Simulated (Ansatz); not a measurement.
PtSe2: space group P-3m1 (No. 164), a = 3.729 Å, b = 3.729 Å, c = 5.277 Å, α = 90.00°, β = 90.00°, γ = 120.00°. The structure is the input geometry of an electronic-structure calculation and need not be at equilibrium. It was generated, so it need not be a known form of this composition. Forms under 0.4 % of the area are left out.

### What shape follows from the Bravais–Friedel–Donnay–Harker rule?

The forms computed, by share of the surface:

| form | faces | d (Å) | share of area (%) |
| --- | --- | --- | --- |
| {100} | 6 | 3.229 | 55.0 |
| {001} | 2 | 5.277 | 45.0 |

Widths along a, b and c stand as 1.00 : 1.00 : 0.53.

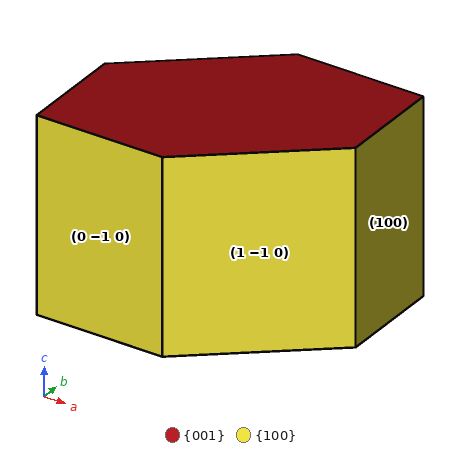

The computed shape, faces indexed. The rule is geometric and ignores bonding and growth conditions.
